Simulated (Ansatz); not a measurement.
**Run report: Sc5AlN6, band-structure calculation**

Sc5AlN6 (P-3m1, 12 atoms in the cell), computed with DFT PBE, scalar-relativistic, plane waves, PAW, no spin polarisation (Ansatz 0.2.0).

The structure was made by a generator, so it may or may not be a known phase.

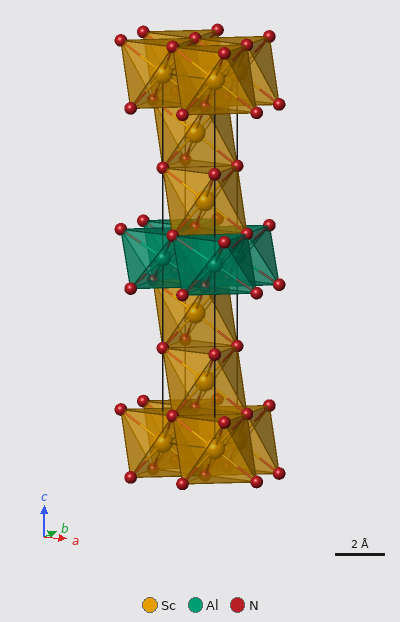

The input geometry (polyhedral view of the cell of the calculation, seen slightly off an axis; polyhedra are completed across the faces of the cell). An atom can appear more than once, as a periodic image.

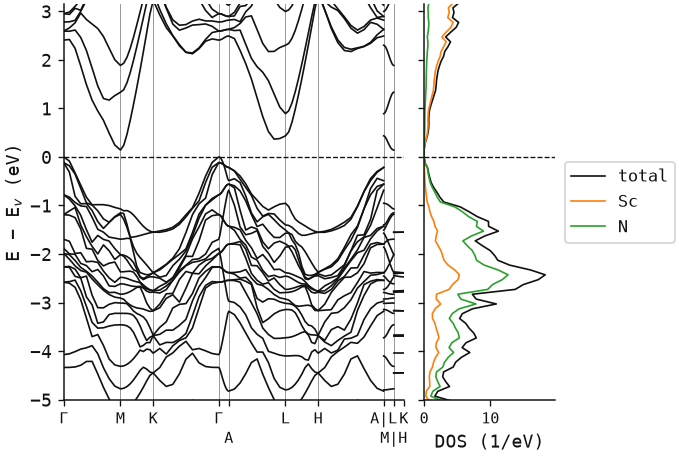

Band structure along Γ–M–K–Γ–A–L–H–A|L–M|H–K and density of states (projected on Löwdin-orthogonalised atomic shells), with energies from the valence-band top. There is a gap of 0.14 eV on this path, indirect, from Γ to M.

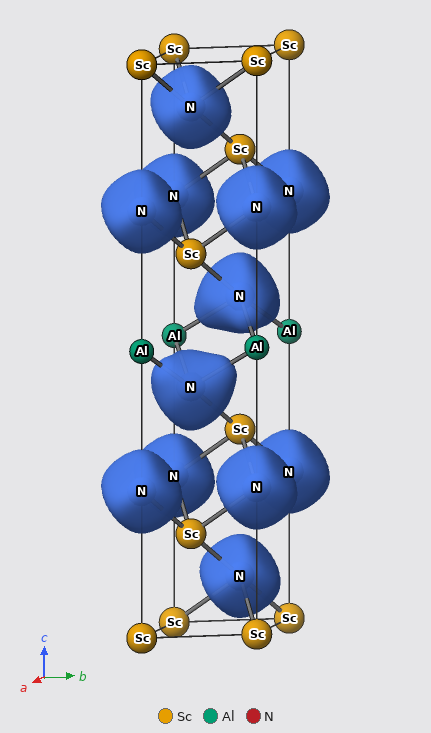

Isosurface of the ELF at 0.6 (blue), seen slightly off an axis. Core shells and regions of very low density are left out. Sticks mark near contacts. The outline is the cell set on symmetry axes. Values along the shortest contacts: Al–N (2.14 Å): the ELF is about 0.80 at the midpoint. Sc–N (2.24 Å): the ELF is about 0.20 at the midpoint. Core electrons are frozen (PAW), so the fields are smoothed inside the atomic spheres.

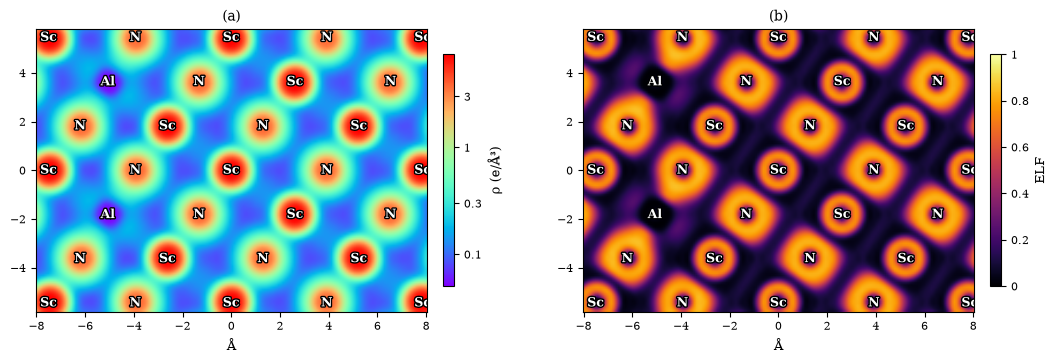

(a) valence charge density (pseudo); (b) ELF on the (110) plane of the conventional cell. Al–N (2.14 Å): ρ at the midpoint is about 0.43 e/Å³; the ELF is about 0.80 at the midpoint. Sc–N (2.24 Å): ρ is about 0.41 e/Å³ halfway; the ELF is about 0.20 at the midpoint. Away from the nuclei the density in this plane falls to 0.08 e/Å³ at its lowest. The strong features right at Sc lie inside the PAW spheres (semicore, d or f shells) and say nothing about bonding.

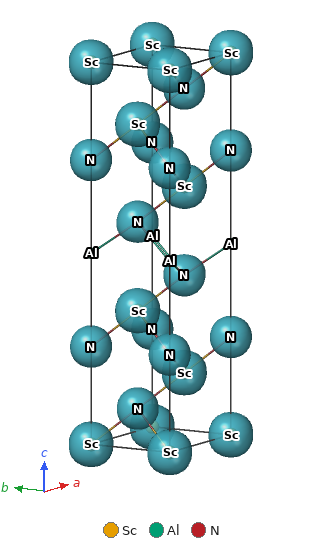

Isosurface of the valence charge density (pseudo) at 0.8 e/Å³ (cyan), seen at an oblique angle. Sticks mark near contacts. The outline is the cell set on symmetry axes. At this value the density breaks into separate islands; it holds about 65 % of the electrons treated as valence (semicore included). It is pinched off along the Al–N (2.14 Å) and Sc–N (2.24 Å) contacts. On the grid the lowest density along these lines, outside the cores, is 0.33 e/Å³ (Al–N, 2.14 Å) and 0.41 e/Å³ (Sc–N, 2.24 Å).

These pictures come from the run below.

Input file:
```yaml
crystal:
  lattice:
    - [3.1471205252, 0.0, 0.0]
    - [-1.5735602626, 2.7254863236, 0.0]
    - [0.0, 0.0, 15.361785309]
  atoms:
    - { symbol: Sc, position: [0.3333333333, 0.6666666667, 0.8294803344] }
    - { symbol: Sc, position: [0.6666666667, 0.3333333333, 0.6587429112] }
    - { symbol: Sc, position: [0.3333333333, 0.6666666667, 0.3412570888] }
    - { symbol: Sc, position: [0.6666666667, 0.3333333333, 0.1705196656] }
    - { symbol: Sc, position: [0.0, 0.0, 0.0] }
    - { symbol: Al, position: [0.0, 0.0, 0.5] }
    - { symbol: "N", position: [0.0, 0.0, 0.7441588808] }
    - { symbol: "N", position: [0.3333333333, 0.6666666667, 0.5736765987] }
    - { symbol: "N", position: [0.6666666667, 0.3333333333, 0.4263234013] }
    - { symbol: "N", position: [0.0, 0.0, 0.2558411192] }
    - { symbol: "N", position: [0.3333333333, 0.6666666667, 0.0852735684] }
    - { symbol: "N", position: [0.6666666667, 0.3333333333, 0.9147264316] }
basis:
  ecutwfc: 420
kpoints:
  mp_grid: { grid: [12, 12, 4] }
  band_path:
    path:
      - [[0.0, 0.0, 0.0], [0.5, 0.0, 0.0], [0.33333333, 0.33333333, 0.0], [0.0, 0.0, 0.0], [0.0, 0.0, 0.5], [0.5, 0.0, 0.5], [0.33333333, 0.33333333, 0.5], [0.0, 0.0, 0.5]]
      - [[0.5, 0.0, 0.5], [0.5, 0.0, 0.0]]
      - [[0.33333333, 0.33333333, 0.5], [0.33333333, 0.33333333, 0.0]]
    npoints: 10
hamiltonian:
  xc: pbe
scf:
  occupations: { method: gaussian, width: 0.01 }
  n_extra_bands: 30
output:
  forces: true
  stress: true
  eigenvalues: true
  populations: true
  dos: { projected: true, de: 0.02, nscf_kmesh: { grid: [15, 15, 5] } }
  bader: false
  write_density: true
  write_potential: true
  elf: true
  volumetric_format: npy
```

Command:
```bash
ansatz run input.yaml --threads 1 --pin off --max-ram 2560MiB --backend cpu --events-out ev --progress --plain --runs-dir out
```

The program's output:
```
scf.n_extra_bands = 30 over 44 filled bands (N_el = 88.0): the run solves 74 bands
Engine: ansatz 0.2.0, x86_64-unknown-linux-gnu
Pseudopotentials: kind: paw
Pseudopotential: Sc, paw, valence charge 11, recommended cutoff 420 eV (normal), Sc.paw.azcp
Pseudopotential: Al, paw, valence charge 3, recommended cutoff 420 eV (normal), Al.paw.azcp
Pseudopotential: N, paw, valence charge 5, recommended cutoff 420 eV (normal), N.paw.azcp
Functional definition: PBE
  parameter kappa = 0.804
  parameter beta = 0.06672455060314922
  exchange = pbe_x(kappa = kappa, mu = beta*pi^2/3)
  correlation = pbe_c(beta = beta)
Crystal: 12 atoms, lattice volume = 131.765 Å³
Basis set: ecut = 420 eV, 2547 PW (Γ), exchange–correlation on 48×48×216 points (8 copies of the dense FFT grid, shifted against one another)
Bands: 74, of which v1, the nominal top of the filled ones, is band 44 counted from 1 (43 counted from 0)
Symmetry: 12 space group operations
Space group: P-3m1 (ITA 164), of the structure as read, at distance tolerance 5.1e-5 Å
k-points: 69 of 576
Non-local potential: Sc, projectors of the file, l = 0: 3, l = 1: 2, l = 2: 3, l = 3: 1
Non-local potential: Al, projectors of the file, l = 0: 2, l = 1: 2, l = 2: 1
Non-local potential: N, projectors of the file, l = 0: 2, l = 1: 2, l = 2: 1
PAW form: soft (Blöchl's): semilocal exchange-correlation on the pseudo side does not see the compensation charge
PAW one-centre angular grid: Sc, 590 points (default); XC on 64 Gauss nodes
PAW one-centre angular grid: Al, 110 points (default); XC on 64 Gauss nodes
PAW one-centre angular grid: N, 110 points (default); XC on 64 Gauss nodes
Initial density: superposition of atomic densities (neutral atoms: chi_scale 0, normalization atom), corrected by the library's trained network
Initial wavefunctions: pseudopotential atomic-orbital guess
Functional: x = pbe(κ = 0.804, μ = 0.2195149727645171), c = pbe(β = 0.06672455060314922)
SCF iter   1: F=—  HF=-13541.550032 eV  |F-HF|=—  |Δ(HF+E_count)|=         —  Δρ=2.48e-3  dr2=8.05e-2  ethr=1.77e-3  ⟨swp⟩=5.0  Hψ=18260  notcnv=0  defer=441
preconditioner: auto → Resta (q_TF=auto, 2.551 Å⁻¹)  ε∞=3.2  [insulator: Δε(μ)=0.209 eV  Ē_g=19.159 eV  σ=0.010 eV  W_gap=1.00  n_scr=42 (ndim 8)  ℏωp=28.6 eV  f_vac=0.000  D(μ)=0.00/eV (n_scr^D=0)  ε∞_Penn≈3.2]
SCF iter   2: F=—  HF=-13541.541108 eV  |F-HF|=—  |Δ(HF+E_count)|=   8.92e-3  Δρ=1.40e-3  dr2=2.33e-2  ethr=9.15e-5  ⟨swp⟩=1.0  Hψ=5935  notcnv=0  defer=1505
SCF iter   3: F=—  HF=-13541.537934 eV  |F-HF|=—  |Δ(HF+E_count)|=   3.17e-3  Δρ=3.39e-4  dr2=1.52e-4  ethr=2.65e-5  ⟨swp⟩=2.0  Hψ=4935  notcnv=0  defer=1670
SCF iter   4: F=—  HF=-13541.537913 eV  |F-HF|=—  |Δ(HF+E_count)|=   2.01e-5  Δρ=8.98e-5  dr2=8.50e-6  ethr=1.73e-7  ⟨swp⟩=2.0  Hψ=5744  notcnv=0  defer=1678
SCF iter   5: F=—  HF=-13541.537922 eV  |F-HF|=—  |Δ(HF+E_count)|=   8.93e-6  Δρ=1.39e-5  dr2=1.55e-7  ethr=9.66e-9  ⟨swp⟩=2.1  Hψ=7034  notcnv=0  defer=1678
SCF iter   6: F=-13541.537922 eV  HF=-13541.537922 eV  |F-HF|=2.18e-9  |Δ(HF+E_count)|=   7.43e-8  Δρ=2.48e-6  dr2=8.78e-9  ethr=1.14e-10  ⟨swp⟩=13.3  Hψ=29900  notcnv=0
SCF 1 converged in 6 iterations: F = -13541.537922 eV  dr2 = 8.78e-9
  greatest PAW one-centre occupation: 0.998 electrons in one spin orbital (limit 2), on the Sc atom at site 2 (counted from 0), in its partial waves of l = 0
NSCF: frozen V_eff on 93 k-points
NSCF: frozen V_eff on 119 k-points
SCF converged after 6 iterations
Free energy (F): -13541.537922 eV
Harris-Foulkes:  -13541.537922 eV  (|F-HF|=2.18e-9)
Internal energy: -13541.537922 eV  (E = F + TS)
E sigma→0 (E₀):  -13541.537922 eV
Fermi energy:    12.427697 eV
--- Per-component energies (eV) ---
  E_band       = -457.611460
  E_kinetic    = 2133.074642
  E_local      = -4903.736319  (includes V_loc(G=0)·N_el)
  E_nonlocal   = 678.997568
  E_hartree    = 1738.405932
  E_xc         = -937.089245
  E_vxc        = -1153.617652  (∫ρ·V_xc dr)
  E_paw        = -6002.075328  (= ΣΔE_a)
  E_vpaw       = -689.140088  (= ΣTr[D̂ρ^β])
  E_aug_tail   = 0.000590  (compensation charges beyond the density's cutoff)
  E_ewald      = -6249.115762
  E_smearing   = -0.000000  (= −TS)
  E_closure    = 0.000000  (closes the sum)
  Σ components = -13541.537922   (vs F -13541.537922, Δ=0.00e0)
--- Forces (eV/Å), atoms counted from 1 ---
  atom   1  Sc    -0.00000000    -0.00000000    -0.00385499
  atom   2  Sc     0.00000000    -0.00000000    -0.00555319
  atom   3  Sc     0.00000000     0.00000000     0.00555319
  atom   4  Sc    -0.00000000     0.00000000     0.00385499
  atom   5  Sc     0.00000000    -0.00000000     0.00000000
  atom   6  Al    -0.00000000    -0.00000000     0.00000000
  atom   7  N      0.00000000    -0.00000000     0.00501451
  atom   8  N     -0.00000000     0.00000000     0.00442548
  atom   9  N      0.00000000    -0.00000000    -0.00442548
  atom  10  N      0.00000000     0.00000000    -0.00501451
  atom  11  N      0.00000000     0.00000000    -0.00240806
  atom  12  N      0.00000000    -0.00000000     0.00240806
  max |Σ_I F_I| component: 6.95e-17 eV/Å
--- Stress (GPa, compression-positive) ---
       -0.000204      -0.000000       0.000000
        0.000000      -0.000204       0.000000
        0.000000       0.000000      -0.009550
  P = ⅓ Tr σ = -0.0033 GPa (-0.033 kbar)
--- Band table (eV; the first three rows and the last of 69) ---
  k-point 0: bands = ["-35.9942", "-35.9940", "-35.8565", "-35.8265", "-35.7904", "-14.9326", "-14.8776", "-14.7007", "-14.4913", "-14.4076", "-14.4076", "-14.4076", "-14.4076", "-14.3047", "-14.2690", "-14.2690", "-14.2548", "-14.2548", "-14.2329", "-14.2329", "-2.8136", "-1.5846", "-1.5172", "-0.6877", "-0.5216", "0.0667", "6.9052", "8.0202", "8.2840", "9.7762", "9.7762", "10.0917", "10.0917", "10.3673", "10.3673", "10.4719", "10.6599", "11.1670", "11.1670", "11.5771", "11.5771", "12.2386", "12.2386", "12.3571", "14.7632", "14.9490", "14.9490", "15.1352", "15.3084", "15.3084", "15.7258", "15.7335", "15.7335", "16.0118", "16.3413", "16.3413", "16.3580", "16.3580", "16.8508", "16.8508", "16.8851", "17.1229", "17.1229", "17.1296", "18.0831", "18.2071", "18.2071", "18.9014", "19.1760", "19.1760", "19.6134", "20.1006", "20.1006", "20.2809"]
  k-point 1: bands = ["-35.9942", "-35.9940", "-35.8565", "-35.8265", "-35.7904", "-14.9341", "-14.8750", "-14.7025", "-14.4903", "-14.4076", "-14.4076", "-14.4075", "-14.4075", "-14.3051", "-14.2690", "-14.2690", "-14.2548", "-14.2548", "-14.2329", "-14.2329", "-2.8126", "-1.6810", "-1.3574", "-0.8744", "-0.3643", "0.0314", "6.9551", "7.7186", "8.6897", "9.7923", "9.7923", "9.9169", "10.0284", "10.0284", "10.4601", "10.4601", "11.0480", "11.0480", "11.1978", "11.6900", "11.6900", "12.1967", "12.1967", "12.1979", "14.8054", "14.9657", "14.9657", "15.1497", "15.2799", "15.2799", "15.5892", "15.7554", "15.7554", "16.1841", "16.3066", "16.3066", "16.3823", "16.3823", "16.8401", "16.8516", "16.8516", "17.0713", "17.1376", "17.1376", "18.1301", "18.1684", "18.1684", "18.8759", "19.2237", "19.2237", "19.6429", "20.0767", "20.0767", "20.2331"]
  k-point 2: bands = ["-35.9941", "-35.9941", "-35.8565", "-35.8265", "-35.7904", "-14.9354", "-14.8726", "-14.7044", "-14.4892", "-14.4076", "-14.4076", "-14.4075", "-14.4075", "-14.3054", "-14.2690", "-14.2690", "-14.2548", "-14.2548", "-14.2329", "-14.2329", "-2.8115", "-1.7246", "-1.1466", "-1.1042", "-0.2498", "-0.0218", "7.0236", "7.5317", "9.1770", "9.3848", "9.8149", "9.8149", "9.9733", "9.9733", "10.5590", "10.5590", "10.9309", "10.9309", "11.6705", "11.7954", "11.7954", "11.8664", "12.1400", "12.1400", "14.8478", "14.9847", "14.9847", "15.1745", "15.2508", "15.2508", "15.4835", "15.7741", "15.7741", "16.3213", "16.3213", "16.3530", "16.3536", "16.3536", "16.7325", "16.8607", "16.8607", "17.0423", "17.1493", "17.1493", "18.1314", "18.1314", "18.1683", "18.8584", "19.2714", "19.2714", "19.6626", "20.0509", "20.0509", "20.2190"]
  k-point 68: bands = ["-35.9107", "-35.9107", "-35.7493", "-35.7493", "-35.7403", "-14.8134", "-14.8072", "-14.8034", "-14.8034", "-14.7375", "-14.7375", "-14.6577", "-14.6364", "-14.6364", "-14.6039", "-14.5208", "-14.5208", "-14.3838", "-14.3838", "-14.3679", "-0.6332", "-0.6332", "-0.2118", "-0.2118", "-0.1954", "-0.1954", "6.5186", "7.9072", "7.9072", "8.3137", "8.6758", "8.6758", "8.6833", "9.1900", "9.1900", "9.5711", "9.5889", "9.5889", "9.9085", "9.9496", "9.9796", "9.9796", "10.8048", "10.8048", "15.7073", "15.7575", "15.7865", "15.7865", "16.1132", "16.1132", "16.6567", "16.6567", "16.6651", "16.8763", "17.0358", "17.0358", "17.5080", "17.5098", "17.5098", "17.7363", "18.4085", "18.5583", "18.5583", "18.8806", "18.8806", "19.2245", "19.4369", "19.6155", "19.6155", "20.9643", "22.5135", "22.5135", "23.0162", "23.2676"]
--- Löwdin populations: 12 sites ---
  site symbol       q [e]
     0     Sc     10.1059
     1     Sc     10.0563
     2     Sc     10.0563
     3     Sc     10.1059
     4     Sc     10.1090
     5     Al      2.1022
     6      N      5.8340
     7      N      5.8879
     8      N      5.8879
     9      N      5.8340
    10      N      5.8374
    11      N      5.8374
  spilling = 0.003929 (of n_electrons = 88.000000)
```

File populations.tsv:
```
# site	symbol	l	j	q
# orbitals = lowdin
# n_electrons = 88.000000
# spilling = 0.003929
0	Sc	0_3S	-	1.942861
0	Sc	0_4S	-	0.414738
0	Sc	1_3P	-	5.987090
0	Sc	2_3D	-	1.761176
1	Sc	0_3S	-	1.933184
1	Sc	0_4S	-	0.396856
1	Sc	1_3P	-	5.985137
1	Sc	2_3D	-	1.741140
2	Sc	0_3S	-	1.933184
2	Sc	0_4S	-	0.396856
2	Sc	1_3P	-	5.985137
2	Sc	2_3D	-	1.741140
3	Sc	0_3S	-	1.942861
3	Sc	0_4S	-	0.414738
3	Sc	1_3P	-	5.987090
3	Sc	2_3D	-	1.761176
4	Sc	0_3S	-	1.943036
4	Sc	0_4S	-	0.416041
4	Sc	1_3P	-	5.987093
4	Sc	2_3D	-	1.762789
5	Al	0_3S	-	0.575079
5	Al	1_3P	-	1.527115
6	N	0_2S	-	1.551416
6	N	1_2P	-	4.282591
7	N	0_2S	-	1.500924
7	N	1_2P	-	4.386999
8	N	0_2S	-	1.500924
8	N	1_2P	-	4.386999
9	N	0_2S	-	1.551416
9	N	1_2P	-	4.282591
10	N	0_2S	-	1.553149
10	N	1_2P	-	4.284277
11	N	0_2S	-	1.553149
11	N	1_2P	-	4.284277
```

Results in brief:

- outcome: converged
- space group (tolerance 0.01 Å): P-3m1 (164)
- electrons treated: 88
- free energy: −13541.5379 eV
- Fermi energy: 12.428 eV
- gap on the k-point mesh: 0.14 eV
- gap on the band path: 0.14 eV
- pressure: 0.00 GPa
- largest force (length of the vector): 0.006 eV/Å
- hardware: 1 thread of Intel Xeon @ 2.50GHz (Skylake/Cascade Lake), 189 GiB of memory available, shared host
- wall time: 3 min
- peak memory: 0.98 GiB
